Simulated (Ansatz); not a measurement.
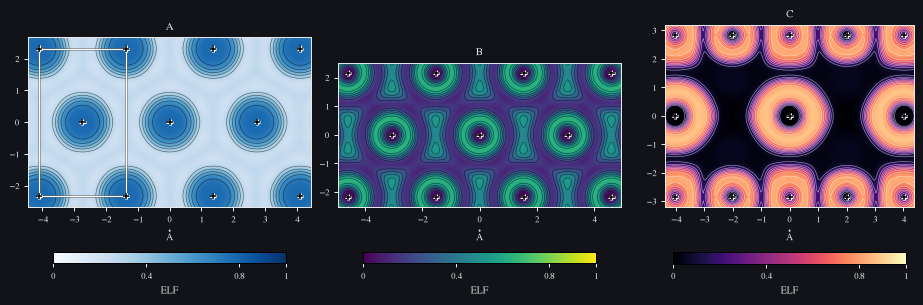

The ELF of 3 systems, each on a plane through atoms (crosses mark nuclei in the plane).

Method: DFT r2SCAN, scalar-relativistic, plane waves, PAW in Ansatz 0.2.0.

System 1: Ti, the (101̄) plane of the conventional cell. Space group Im-3m; computed pressure about 25 GPa in this cell; computed without spin polarisation.

System 2: Rh, the (011̄) plane of the conventional cell. Space group I4/mmm; a structure from a database of computed crystals, not necessarily the ambient phase; changed on purpose from its base cell (biaxial strain in the a-b plane, c and atoms relaxed: +2.0 %); computed pressure about −6 GPa in this cell; computed without spin polarisation.

```
CELL_PARAMETERS angstrom
1.93797 1.93797 0.00000
-1.93797 1.93797 0.00000
0.00000 0.00000 3.73363
ATOMIC_POSITIONS crystal
Rh 0.00000 0.00000 0.00000
Rh 0.50000 0.50000 0.50000
```

System 3: BaZrO₃, the (11̄0) plane of the conventional cell. Space group Pm-3m; changed on purpose from its base cell (volume × 0.88); computed pressure about 28 GPa in this cell.

```yaml
crystal:
  lattice:
    - [4.02975, 0.00000, 0.00000]
    - [0.00000, 4.02975, 0.00000]
    - [0.00000, 0.00000, 4.02975]
  atoms:
    - { symbol: Ba, position: [0.00000, 0.00000, 0.00000] }
    - { symbol: Zr, position: [0.50000, 0.50000, 0.50000] }
    - { symbol: O, position: [0.00000, 0.50000, 0.50000] }
    - { symbol: O, position: [0.50000, 0.00000, 0.50000] }
    - { symbol: O, position: [0.50000, 0.50000, 0.00000] }
```

### Which map belongs to which system?

Panel A is system 2, Rh: the plane holds Rh. Rh–Rh (2.69 Å): the ELF is about 0.25 at the midpoint; no localised pair shows between them. Panel B is system 1, Ti: the plane holds Ti. Ti–Ti (2.66 Å): the ELF is about 0.15 at the midpoint (no shared electron pair shows on this line). Panel C is system 3, BaZrO₃: the plane holds Ba, Zr and O. Zr–O (2.01 Å): the ELF peaks at about 0.85 in the valence shell of O, 0.6 Å from its nucleus, and drops to about 0.20 between the two atoms; no shared electron pair shows on this line.
